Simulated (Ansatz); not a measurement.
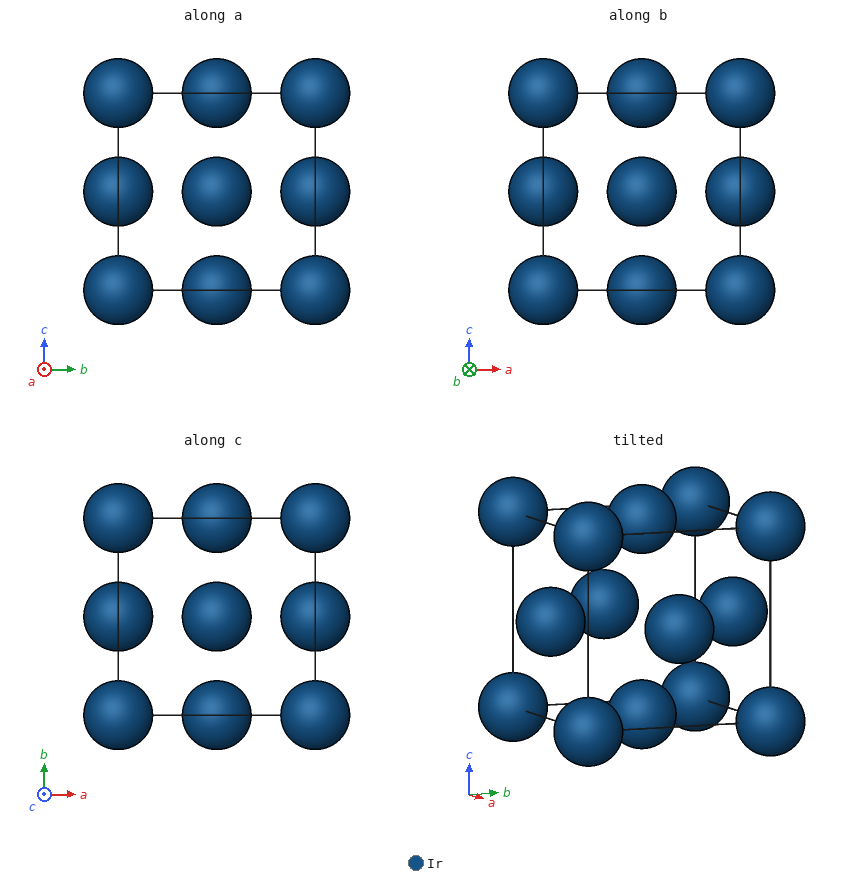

An orthographic spheres-only view of the structure, along the a axis, along the b axis, along the c axis and slightly off an axis. One conventional unit cell is framed, with atoms on its boundary repeated.

Lattice parameters: a = 3.692 Å, b = 3.692 Å, c = 3.692 Å, α = 90.00°, β = 90.00°, γ = 90.00°. Put a along x and b in the xy plane.

Transcribe the picture into a POSCAR file.

```
Ir
1.0
     3.692    0.000    0.000
     0.000    3.692    0.000
     0.000    0.000    3.692
Ir
4
Direct
  0.0000 0.0000 0.0000
  0.0000 0.5000 0.5000
  0.5000 0.0000 0.5000
  0.5000 0.5000 0.0000
```

The model is a generated cell, made by putting these elements into a known structure type (the compound may or may not exist in this form); its atoms and cell weren't optimised. It was run through Ansatz as a DFT input.

At this level of theory the cell isn't at rest (compressed, at 61 GPa), so its distances can differ from those at equilibrium, the more so the softer the solid.
